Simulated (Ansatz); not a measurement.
**BaTe: single-point calculation**

The run: single-point calculation of BaTe (2 atoms in the cell). Method and program: DFT, PBE, plane waves, PAW, no spin polarisation (Ansatz 0.2.0).

The structure derives from an entry of the Crystallography Open Database. The geometry comes from this level: r2SCAN. It belongs to a series of runs on one base structure; here: scf.occupations = fermi_dirac 0.001. Figures and captions count atoms from 1; the log counts them from 0 in places.

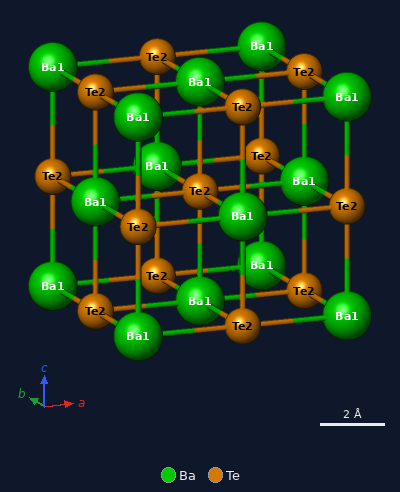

Fig. 1: The structure as given in the input (ball-and-stick view of the cell 4 times as large as that of the calculation, set on its symmetry axes, seen slightly off an axis; atoms are numbered from 1 in the order of the input). An atom can appear more than once, as a periodic image. Near neighbours in the periodic cell (some may lie outside the picture): Ba has 6 Te at 3.53 Å; Te has 6 Ba at 3.53 Å.

Key numbers:

| quantity | value |
| --- | --- |
| outcome | converged |
| space group (tolerance 0.01 Å) | Fm-3m (225) |
| electrons treated | 26 |
| free energy | −12933.1303 eV |
| Fermi energy | 6.940 eV |
| gap on the k-point mesh | 1.65 eV |
| pressure | 0.04 GPa |
| largest force (length of the vector) | under 0.001 eV/Å |
| hardware | 4 threads of Arm Neoverse V1, 112 GiB of memory available, shared host |
| wall time | 0.51 s (CPU time 1.5 s) |
| peak memory | 0.35 GiB |

Settings chosen away from the usual ones: scf.occupations = fermi_dirac 0.001.

Input:
```yaml
crystal:
  lattice:
    - [0.0, 3.532379313, 3.532379313]
    - [3.532379313, 0.0, 3.532379313]
    - [3.532379313, 3.532379313, 0.0]
  atoms:
    - { symbol: Ba, position: [0.0, 0.0, 0.0] }
    - { symbol: Te, position: [0.5, 0.5, 0.5] }
kpoints:
  mp_grid: { grid: [4, 4, 4] }
hamiltonian:
  xc: pbe
scf:
  occupations: { method: fermi_dirac, width: 0.001 }
  n_extra_bands: 4
output:
  forces: true
  stress: true
  eigenvalues: true
```

Command:
```bash
ansatz run input.yaml --threads 4 --pin off --max-ram 3686MiB --backend cpu --events-out ev --progress --plain --runs-dir out
```

Log:
```
scf.n_extra_bands = 4 over 13 filled bands (N_el = 26.0): the run solves 17 bands
Engine: ansatz 0.2.0, aarch64-unknown-linux-gnu
Pseudopotentials: kind: paw
Pseudopotential: Ba, paw, valence charge 10, recommended cutoff 420 eV (normal), Ba.paw.azcp
Pseudopotential: Te, paw, valence charge 16, recommended cutoff 420 eV (normal), Te.paw.azcp
Functional definition: PBE
  parameter kappa = 0.804
  parameter beta = 0.06672455060314922
  exchange = pbe_x(kappa = kappa, mu = beta*pi^2/3)
  correlation = pbe_c(beta = beta)
Crystal: 2 atoms, lattice volume = 88.152 Å³
Basis set: ecut = 420 eV, 1759 PW (Γ), exchange–correlation on 72×72×72 points (8 copies of the dense FFT grid, shifted against one another)
Bands: 17, of which v1, the nominal top of the filled ones, is band 13 counted from 1 (12 counted from 0)
Symmetry: 48 space group operations
Space group: Fm-3m (ITA 225), of the structure as read, at distance tolerance 4.5e-5 Å
k-points: 8 of 64
Non-local potential: Ba, projectors of the file, l = 0: 3, l = 1: 2, l = 2: 2, l = 3: 2
Non-local potential: Te, projectors of the file, l = 0: 2, l = 1: 2, l = 2: 2, l = 3: 2
PAW form: soft (Blöchl's): semilocal exchange-correlation on the pseudo side does not see the compensation charge
PAW one-centre angular grid: Ba, 194 points (default); XC on 64 Gauss nodes
PAW one-centre angular grid: Te, 590 points (default); XC on 64 Gauss nodes
Initial density: superposition of atomic densities (neutral atoms: chi_scale 0, normalization atom), corrected by the library's trained network
Initial wavefunctions: pseudopotential atomic-orbital guess
Functional: x = pbe(κ = 0.804, μ = 0.2195149727645171), c = pbe(β = 0.06672455060314922)
SCF iter   1: F=—  HF=-12933.130556 eV  |F-HF|=—  |Δ(HF+E_count)|=         —  Δρ=5.15e-4  dr2=5.34e-4  ethr=1.77e-3  ⟨swp⟩=10.2  Hψ=908  notcnv=0
preconditioner: auto → none  [insulator: Δε(μ)=1.628 eV  Ē_g=11.189 eV  σ=0.001 eV  W_gap=1.00  n_scr=14 (ndim 8)  ℏωp=14.8 eV  f_vac=0.013  D(μ)=0.00/eV (n_scr^D=0)  ε∞_Penn≈2.7]
SCF iter   2: F=—  HF=-12933.130218 eV  |F-HF|=—  |Δ(HF+E_count)|=   3.38e-4  Δρ=1.84e-4  dr2=3.41e-5  ethr=2.05e-6  ⟨swp⟩=3.4  Hψ=382  notcnv=0
SCF iter   3: F=—  HF=-12933.130268 eV  |F-HF|=—  |Δ(HF+E_count)|=   4.94e-5  Δρ=7.02e-5  dr2=5.81e-6  ethr=1.31e-7  ⟨swp⟩=3.9  Hψ=296  notcnv=0
SCF iter   4: F=—  HF=-12933.130275 eV  |F-HF|=—  |Δ(HF+E_count)|=   7.04e-6  Δρ=4.32e-5  dr2=3.84e-6  ethr=2.24e-8  ⟨swp⟩=3.0  Hψ=300  notcnv=0
SCF iter   5: F=—  HF=-12933.130274 eV  |F-HF|=—  |Δ(HF+E_count)|=   6.18e-7  Δρ=2.62e-5  dr2=1.51e-6  ethr=1.48e-8  ⟨swp⟩=2.1  Hψ=171  notcnv=0
SCF iter   6: F=—  HF=-12933.130274 eV  |F-HF|=—  |Δ(HF+E_count)|=   4.21e-7  Δρ=1.07e-5  dr2=2.65e-7  ethr=5.83e-9  ⟨swp⟩=2.0  Hψ=162  notcnv=0
SCF iter   7: F=-12933.130273 eV  HF=-12933.130273 eV  |F-HF|=3.61e-9  |Δ(HF+E_count)|=   1.01e-7  Δρ=1.28e-6  dr2=3.49e-9  ethr=3.85e-10  ⟨swp⟩=4.9  Hψ=486  notcnv=0
SCF 1 converged in 7 iterations: F = -12933.130273 eV  dr2 = 3.49e-9
  greatest PAW one-centre occupation: 0.998 electrons in one spin orbital (limit 2), on the Te atom at site 1 (counted from 0), in its partial waves of l = 2
SCF converged after 7 iterations
Free energy (F): -12933.130273 eV
Harris-Foulkes:  -12933.130273 eV  (|F-HF|=3.61e-9)
Internal energy: -12933.130273 eV  (E = F + TS)
E sigma→0 (E₀):  -12933.130273 eV
Fermi energy:    6.940467 eV
--- Per-component energies (eV) ---
  E_band       = -340.973123
  E_kinetic    = 349.060415
  E_local      = -1877.714001  (includes V_loc(G=0)·N_el)
  E_nonlocal   = -252.977045
  E_hartree    = 1049.076510
  E_xc         = -292.995872
  E_vxc        = -240.579677  (∫ρ·V_xc dr)
  E_paw        = -9888.783327  (= ΣΔE_a)
  E_vpaw       = -416.918895  (= ΣTr[D̂ρ^β])
  E_aug_tail   = -0.000183  (compensation charges beyond the density's cutoff)
  E_ewald      = -2018.796770
  E_smearing   = -0.000000  (= −TS)
  E_closure    = 0.000000  (closes the sum)
  Σ components = -12933.130273   (vs F -12933.130273, Δ=0.00e0)
--- Forces (eV/Å), atoms counted from 1 ---
  atom   1  Ba    -0.00000000     0.00000000     0.00000000
  atom   2  Te     0.00000000    -0.00000000     0.00000000
  max |Σ_I F_I| component: 2.75e-29 eV/Å
--- Stress (GPa, compression-positive) ---
        0.041973       0.000000       0.000000
        0.000000       0.041973      -0.000000
       -0.000000       0.000000       0.041973
  P = ⅓ Tr σ = 0.0420 GPa (0.420 kbar)
--- Band table (eV; the first three rows and the last of 8) ---
  k-point 0: bands = ["-28.7515", "-28.7515", "-28.7432", "-28.7432", "-28.7432", "-20.8793", "-6.0266", "-6.0266", "-6.0266", "-3.3140", "6.1154", "6.1154", "6.1154", "8.9838", "9.1303", "9.1303", "9.1303"]
  k-point 1: bands = ["-28.7515", "-28.7515", "-28.7431", "-28.7431", "-28.7431", "-20.8736", "-6.2269", "-6.0317", "-6.0317", "-2.9771", "4.8362", "5.5180", "5.5180", "9.2604", "9.8005", "9.8005", "10.8614"]
  k-point 2: bands = ["-28.7515", "-28.7515", "-28.7431", "-28.7430", "-28.7430", "-20.8679", "-6.3968", "-6.0367", "-6.0367", "-2.6557", "4.0158", "5.0992", "5.0992", "10.2264", "10.8753", "11.0196", "11.0196"]
  k-point 7: bands = ["-28.7517", "-28.7515", "-28.7431", "-28.7431", "-28.7429", "-20.8638", "-6.1582", "-6.1572", "-6.1572", "-2.9395", "4.9341", "5.2409", "5.2409", "9.6335", "9.6335", "10.9172", "11.1956"]
```

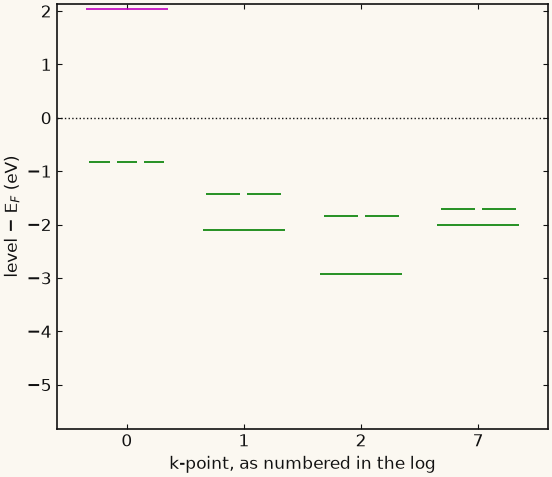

Fig. 2: Kohn–Sham levels near the Fermi level (dotted) at the few k-points that the log prints; levels within 0.02 eV of each other stand side by side. Among these points the highest filled and lowest empty levels are 2.87 eV apart; the gap on the full mesh, 1.65 eV, has an edge at a point that isn't printed.
